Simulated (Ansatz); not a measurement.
## Geometry relaxation, with input and output: FeCo (part 1 of 2)

FeCo (Pm-3m, 2 atoms in the cell), computed with DFT PBE, scalar-relativistic, plane waves, PAW, spin-polarised (Ansatz 0.2.0).

The structure was made by a generator, so it may or may not be a known phase. Figures and captions count atoms from 1; the log counts them from 0 in places.

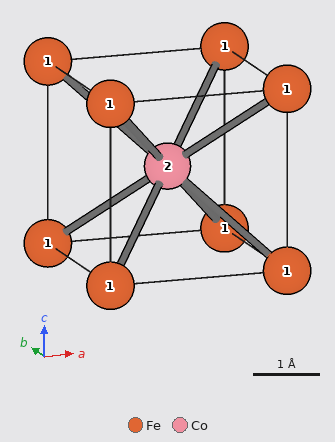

*The structure as given in the input (ball-and-stick view of the cell of the calculation, seen slightly off an axis; atoms are numbered from 1 in the order of the input).*

Near neighbours in the crystal (not all of them lie inside the picture): Fe has 8 Co at 2.47 Å; Co has 8 Fe at 2.47 Å.

The input
```yaml
crystal:
  lattice:
    - [2.8492892801, 0.0, 0.0]
    - [0.0, 2.8492892801, 0.0]
    - [0.0, 0.0, 2.8492892801]
  atoms:
    - { symbol: Fe, position: [0.0, 0.0, 0.0], spin: 3.15 }
    - { symbol: Co, position: [0.5, 0.5, 0.5], spin: 2.04 }
basis:
  ecutwfc: 420
kpoints:
  mp_grid: { grid: [20, 20, 20] }
hamiltonian:
  xc: pbe
scf:
  occupations: { method: gaussian, width: 0.1 }
output:
  forces: true
  stress: true
  eigenvalues: true
  populations: true
  write_density: true
  write_potential: true
  elf: true
  volumetric_format: npy
magnetization:
  spin_polarized: true
relax:
  adjacent_minimum: "off"
  f_tol: 0.01
  max_steps: 80
  cell: { stress_tol: 0.05 }
```

Command:
```bash
ansatz run input.yaml --threads 1 --pin off --max-ram 2560MiB --backend cpu --events-out ev --progress --plain --runs-dir out
```

Output
```
Engine: ansatz 0.2.0, x86_64-unknown-linux-gnu
Pseudopotentials: kind: paw
Pseudopotential: Fe, paw, valence charge 16, recommended cutoff 420 eV (normal), Fe.paw.azcp
Pseudopotential: Co, paw, valence charge 17, recommended cutoff 420 eV (normal), Co.paw.azcp
Functional definition: PBE
  parameter kappa = 0.804
  parameter beta = 0.06672455060314922
  exchange = pbe_x(kappa = kappa, mu = beta*pi^2/3)
  correlation = pbe_c(beta = beta)
Crystal: 2 atoms, lattice volume = 23.132 Å³
Basis set: ecut = 420 eV, 461 PW (Γ), exchange–correlation on 40×40×40 points (8 copies of the dense FFT grid, shifted against one another)
Bands: 24, of which v1, the nominal top of the filled ones, is band 17 counted from 1 (16 counted from 0)
Symmetry: 48 space group operations
Space group: Pm-3m (ITA 221), of the structure as read, at distance tolerance 2.8e-5 Å
Magnetic group: BNS 221.92 (UNI 1594), of the structure as read, at distance tolerance 2.8e-5 Å
k-points: 286 of 8000
Non-local potential: Fe, projectors of the file, l = 0: 3, l = 1: 2, l = 2: 3, l = 3: 1
Non-local potential: Co, projectors of the file, l = 0: 3, l = 1: 2, l = 2: 3, l = 3: 1
PAW form: soft (Blöchl's): semilocal exchange-correlation on the pseudo side does not see the compensation charge
PAW one-centre angular grid: Fe, 590 points (default); XC on 64 Gauss nodes
PAW one-centre angular grid: Co, 590 points (default); XC on 64 Gauss nodes
Initial density: superposition of atomic densities (chi_scale 0.1, normalization cell)
Starting moments: Σ|m| = 5.19 μB on 2 of 2 sites
Initial wavefunctions: pseudopotential atomic-orbital guess
Functional: x = pbe(κ = 0.804, μ = 0.2195149727645171), c = pbe(β = 0.06672455060314922)
SCF iter   1: F=—  HF=-9606.372928 eV  |F-HF|=—  |Δ(HF+E_count)|=         —  Δρ=8.82e-2 (↑3.79e-2 ↓8.82e-2)  dr2=2.08e0  dr2_m=2.05e-1  M=4.818 μB ∫|m|=4.912 μB  β_m=0.30  ethr=3.10e-3  ⟨swp⟩=4.8  Hψ=49573  notcnv=0
Mixer restart at iter 1: flushing history
preconditioner: auto → none  [metal: Δε(μ)=0.012 eV  Ē_g=9.887 eV  σ=0.100 eV  W_gap=0.07  n_scr=6 (ndim 8)  ℏωp=31.8 eV  f_vac=0.000  D(μ)=0.82/eV (n_scr^D=6)  sad-step TF]
SCF iter   2: F=—  HF=-9605.784309 eV  |F-HF|=—  |Δ(HF+E_count)|=   5.89e-1  Δρ=4.20e-2 (↑1.49e-2 ↓4.20e-2)  dr2=2.44e-1  dr2_m=1.30e-1  M=4.793 μB ∫|m|=4.925 μB  β_m=0.39  ethr=3.10e-3  ⟨swp⟩=2.4  Hψ=23965  notcnv=0  defer=1099
SCF iter   3: F=—  HF=-9606.300922 eV  |F-HF|=—  |Δ(HF+E_count)|=         —  Δρ=1.74e-2 (↑1.40e-2 ↓1.74e-2)  dr2=5.62e-2  dr2_m=3.05e-2  M=4.692 μB ∫|m|=4.874 μB  β_m=0.39  ethr=7.39e-4  ⟨swp⟩=2.5  Hψ=21085  notcnv=0  defer=1099
Mixer restart at iter 3: flushing history
SCF iter   4: F=—  HF=-9606.517306 eV  |F-HF|=—  |Δ(HF+E_count)|=   2.16e-1  Δρ=1.87e-2 (↑1.33e-2 ↓1.87e-2)  dr2=1.29e-1  dr2_m=1.18e-2  M=4.652 μB ∫|m|=4.852 μB  β_m=0.35  ethr=1.70e-4  ⟨swp⟩=2.0  Hψ=25922  notcnv=0  defer=1083
SCF iter   5: F=—  HF=-9606.596672 eV  |F-HF|=—  |Δ(HF+E_count)|=   7.94e-2  Δρ=7.33e-3 (↑6.91e-3 ↓7.33e-3)  dr2=8.11e-3  dr2_m=6.66e-3  M=4.635 μB ∫|m|=4.849 μB  β_m=0.40  ethr=1.70e-4  ⟨swp⟩=2.2  Hψ=23102  notcnv=0  defer=1081
SCF iter   6: F=—  HF=-9606.738381 eV  |F-HF|=—  |Δ(HF+E_count)|=   1.42e-1  Δρ=5.32e-3 (↑2.62e-3 ↓5.32e-3)  dr2=6.00e-3  dr2_m=1.79e-3  M=4.579 μB ∫|m|=4.823 μB  β_m=0.71  ethr=2.46e-5  ⟨swp⟩=2.0  Hψ=28540  notcnv=0  defer=1085
SCF iter   7: F=—  HF=-9606.768477 eV  |F-HF|=—  |Δ(HF+E_count)|=   3.01e-2  Δρ=1.27e-3 (↑9.19e-4 ↓1.27e-3)  dr2=3.97e-4  dr2_m=1.10e-4  M=4.548 μB ∫|m|=4.810 μB  β_m=0.64  ethr=1.82e-5  ⟨swp⟩=2.0  Hψ=25889  notcnv=0  defer=1084
SCF iter   8: F=—  HF=-9606.770155 eV  |F-HF|=—  |Δ(HF+E_count)|=   1.68e-3  Δρ=1.42e-3 (↑1.28e-3 ↓1.42e-3)  dr2=8.99e-4  dr2_m=4.31e-5  M=4.541 μB ∫|m|=4.808 μB  β_m=0.64  ethr=1.20e-6  ⟨swp⟩=2.1  Hψ=23495  notcnv=0  defer=1078
SCF iter   9: F=—  HF=-9606.770587 eV  |F-HF|=—  |Δ(HF+E_count)|=   4.32e-4  Δρ=3.73e-4 (↑3.73e-4 ↓3.64e-4)  dr2=5.44e-5  dr2_m=6.86e-6  M=4.537 μB ∫|m|=4.807 μB  β_m=0.82  ethr=1.20e-6  ⟨swp⟩=2.1  Hψ=18973  notcnv=0  defer=1078
SCF iter  10: F=—  HF=-9606.770604 eV  |F-HF|=—  |Δ(HF+E_count)|=   1.70e-5  Δρ=4.28e-5 (↑3.20e-5 ↓4.28e-5)  dr2=7.02e-7  dr2_m=8.82e-8  M=4.537 μB ∫|m|=4.807 μB  β_m=0.88  ethr=1.65e-7  ⟨swp⟩=2.0  Hψ=22318  notcnv=0  defer=1078
SCF iter  11: F=—  HF=-9606.770605 eV  |F-HF|=—  |Δ(HF+E_count)|=   6.38e-7  Δρ=8.28e-6 (↑3.70e-6 ↓8.28e-6)  dr2=2.36e-8  dr2_m=2.87e-9  M=4.537 μB ∫|m|=4.807 μB  β_m=0.94  ethr=2.13e-9  ⟨swp⟩=2.0  Hψ=19036  notcnv=0  defer=1078
SCF iter  12: F=-9606.770605 eV  HF=-9606.770605 eV  |F-HF|=6.63e-9  |Δ(HF+E_count)|=   5.96e-9  Δρ=5.01e-6 (↑1.23e-6 ↓5.01e-6)  dr2=7.01e-9  dr2_m=8.57e-10  M=4.537 μB ∫|m|=4.807 μB  ethr=7.15e-11  ⟨swp⟩=8.7  Hψ=76968  notcnv=0
SCF 1 converged in 12 iterations: F = -9606.770605 eV  dr2 = 7.01e-9
  greatest PAW one-centre occupation: 1.002 electrons in one spin orbital (limit 2), on the Fe atom at site 0 (counted from 0), in its partial waves of l = 1
relax step   1: F+E_penalty+E_count = -9606.77060464 eV  Δ(F+E_penalty+E_count) = +0.000e0 eV  max|allowed force component| = 4.628e-29 eV/Å  Δτ_max = 0.0000 Å  P = -0.883 GPa  Ω = 23.132 Å³  (12 SCF iters, dr2 threshold 1.00e-7 eV, accepted)
Crystal: 2 atoms, lattice volume = 23.066 Å³
Initial density: handed on by an earlier stage of this run
Starting moments: Σ|m| = 5.19 μB on 2 of 2 sites; this step starts from the density that it was given
Initial wavefunctions: those handed on with the density
iter 1 solved again at ethr=3.57e-7 eV; its pass at ethr=3.10e-3 eV (dr2=1.18e-4 eV) is discarded
SCF iter   1: F=—  HF=-9606.770934 eV  |F-HF|=—  |Δ(HF+E_count)|=         —  Δρ=6.59e-4 (↑6.59e-4 ↓3.77e-4)  dr2=1.37e-4  dr2_m=1.35e-5  M=4.534 μB ∫|m|=4.803 μB  β_m=0.65  ethr=3.57e-7  ⟨swp⟩=2.0  Hψ=63552  notcnv=0
preconditioner: auto → none  [metal: Δε(μ)=0.006 eV  Ē_g=10.229 eV  σ=0.100 eV  W_gap=0.03  n_scr=0 (ndim 8)  ℏωp=31.9 eV  f_vac=0.000  D(μ)=1.44/eV (n_scr^D=18)]
SCF iter   2: F=—  HF=-9606.770928 eV  |F-HF|=—  |Δ(HF+E_count)|=   5.89e-6  Δρ=6.71e-4 (↑6.71e-4 ↓5.51e-4)  dr2=1.76e-4  dr2_m=1.08e-6  M=4.535 μB ∫|m|=4.803 μB  β_m=0.29  ethr=3.57e-7  ⟨swp⟩=2.0  Hψ=23296  notcnv=0
SCF iter   3: F=—  HF=-9606.770883 eV  |F-HF|=—  |Δ(HF+E_count)|=   4.51e-5  Δρ=1.41e-4 (↑9.55e-5 ↓1.41e-4)  dr2=1.83e-6  dr2_m=1.72e-6  M=4.534 μB ∫|m|=4.803 μB  β_m=0.61  ethr=3.57e-7  ⟨swp⟩=2.5  Hψ=21315  notcnv=0
SCF iter   4: F=—  HF=-9606.770907 eV  |F-HF|=—  |Δ(HF+E_count)|=   2.43e-5  Δρ=1.08e-4 (↑1.06e-4 ↓1.08e-4)  dr2=4.05e-6  dr2_m=9.10e-7  M=4.533 μB ∫|m|=4.802 μB  β_m=0.61  ethr=5.56e-9  ⟨swp⟩=2.0  Hψ=23316  notcnv=0
SCF iter   5: F=—  HF=-9606.770913 eV  |F-HF|=—  |Δ(HF+E_count)|=   5.89e-6  Δρ=6.63e-5 (↑4.08e-5 ↓6.63e-5)  dr2=1.31e-6  dr2_m=2.67e-7  M=4.533 μB ∫|m|=4.802 μB  β_m=0.70  ethr=5.56e-9  ⟨swp⟩=2.0  Hψ=23193  notcnv=0
SCF iter   6: F=—  HF=-9606.770916 eV  |F-HF|=—  |Δ(HF+E_count)|=   2.71e-6  Δρ=1.43e-5 (↑1.43e-5 ↓8.59e-6)  dr2=5.23e-8  dr2_m=1.36e-8  M=4.532 μB ∫|m|=4.801 μB  β_m=0.77  ethr=3.96e-9  ⟨swp⟩=2.0  Hψ=20831  notcnv=0
SCF iter   7: F=—  HF=-9606.770916 eV  |F-HF|=—  |Δ(HF+E_count)|=   4.88e-9  Δρ=7.13e-6 (↑7.13e-6 ↓5.64e-6)  dr2=2.05e-8  dr2_m=4.93e-10  M=4.532 μB ∫|m|=4.801 μB  β_m=0.88  ethr=1.59e-10  ⟨swp⟩=2.0  Hψ=21999  notcnv=0
SCF iter   8: F=-9606.770916 eV  HF=-9606.770916 eV  |F-HF|=2.11e-8  |Δ(HF+E_count)|=   2.02e-8  Δρ=9.53e-6 (↑2.83e-6 ↓9.53e-6)  dr2=2.50e-8  dr2_m=3.04e-9  M=4.532 μB ∫|m|=4.801 μB  ethr=6.20e-11  ⟨swp⟩=5.0  Hψ=68867  notcnv=0
SCF 2 converged in 8 iterations: F = -9606.770916 eV  dr2 = 2.50e-8
relax step   2: F+E_penalty+E_count = -9606.77091596 eV  Δ(F+E_penalty+E_count) = -3.113e-4 eV  max|allowed force component| = 1.295e-29 eV/Å  Δτ_max = 0.0000 Å  P = -0.347 GPa  Ω = 23.066 Å³  energy of the carried Pulay correction = +5.884e-5 eV  (8 SCF iters, dr2 threshold 2.00e-7 eV, accepted)
Crystal: 2 atoms, lattice volume = 23.024 Å³
iter 1 solved again at ethr=1.50e-7 eV; its pass at ethr=3.10e-3 eV (dr2=4.96e-5 eV) is discarded
SCF iter   1: F=—  HF=-9606.771007 eV  |F-HF|=—  |Δ(HF+E_count)|=         —  Δρ=4.26e-4 (↑4.26e-4 ↓2.46e-4)  dr2=5.78e-5  dr2_m=5.61e-6  M=4.531 μB ∫|m|=4.798 μB  β_m=0.65  ethr=1.50e-7  ⟨swp⟩=2.0  Hψ=63550  notcnv=0
preconditioner: auto → none  [metal: Δε(μ)=0.005 eV  Ē_g=10.246 eV  σ=0.100 eV  W_gap=0.03  n_scr=0 (ndim 8)  ℏωp=31.9 eV  f_vac=0.000  D(μ)=1.44/eV (n_scr^D=18)]
SCF iter   2: F=—  HF=-9606.771005 eV  |F-HF|=—  |Δ(HF+E_count)|=   2.51e-6  Δρ=4.36e-4 (↑4.36e-4 ↓3.57e-4)  dr2=7.39e-5  dr2_m=4.60e-7  M=4.531 μB ∫|m|=4.799 μB  β_m=0.29  ethr=1.50e-7  ⟨swp⟩=2.0  Hψ=23294  notcnv=0
SCF iter   3: F=—  HF=-9606.770986 eV  |F-HF|=—  |Δ(HF+E_count)|=   1.90e-5  Δρ=9.07e-5 (↑6.21e-5 ↓9.07e-5)  dr2=7.73e-7  dr2_m=7.04e-7  M=4.531 μB ∫|m|=4.798 μB  β_m=0.61  ethr=1.50e-7  ⟨swp⟩=2.5  Hψ=21335  notcnv=0
SCF iter   4: F=—  HF=-9606.770996 eV  |F-HF|=—  |Δ(HF+E_count)|=   9.99e-6  Δρ=6.88e-5 (↑6.84e-5 ↓6.88e-5)  dr2=1.66e-6  dr2_m=3.75e-7  M=4.530 μB ∫|m|=4.798 μB  β_m=0.61  ethr=2.34e-9  ⟨swp⟩=2.0  Hψ=23315  notcnv=0
SCF iter   5: F=—  HF=-9606.770998 eV  |F-HF|=—  |Δ(HF+E_count)|=   2.42e-6  Δρ=4.29e-5 (↑2.49e-5 ↓4.29e-5)  dr2=5.30e-7  dr2_m=1.09e-7  M=4.530 μB ∫|m|=4.798 μB  β_m=0.70  ethr=2.34e-9  ⟨swp⟩=2.0  Hψ=23192  notcnv=0
SCF iter   6: F=—  HF=-9606.770999 eV  |F-HF|=—  |Δ(HF+E_count)|=   1.18e-6  Δρ=9.13e-6 (↑9.13e-6 ↓5.63e-6)  dr2=2.15e-8  dr2_m=5.67e-9  M=4.529 μB ∫|m|=4.797 μB  β_m=0.78  ethr=1.60e-9  ⟨swp⟩=2.0  Hψ=20885  notcnv=0
SCF iter   7: F=-9606.770999 eV  HF=-9606.770999 eV  |F-HF|=1.08e-7  |Δ(HF+E_count)|=   1.75e-8  Δρ=2.03e-5 (↑8.39e-6 ↓2.03e-5)  dr2=1.28e-7  dr2_m=1.05e-8  M=4.529 μB ∫|m|=4.797 μB  ethr=6.53e-11  ⟨swp⟩=5.0  Hψ=73164  notcnv=0
SCF 3 converged in 7 iterations: F = -9606.770999 eV  dr2 = 1.28e-7
relax step   3: F+E_penalty+E_count = -9606.77099909 eV  Δ(F+E_penalty+E_count) = -8.313e-5 eV  max|allowed force component| = 1.995e-29 eV/Å  Δτ_max = 0.0000 Å  P = +0.003 GPa  Ω = 23.024 Å³  energy of the carried Pulay correction = +9.681e-5 eV  (7 SCF iters, dr2 threshold 2.00e-7 eV, accepted)
Initial wavefunctions: pseudopotential atomic-orbital guess (no wavefunctions were taken with the density)
iter 1 solved again at ethr=2.99e-9 eV; its pass at ethr=3.10e-3 eV (dr2=9.88e-7 eV) is discarded
```
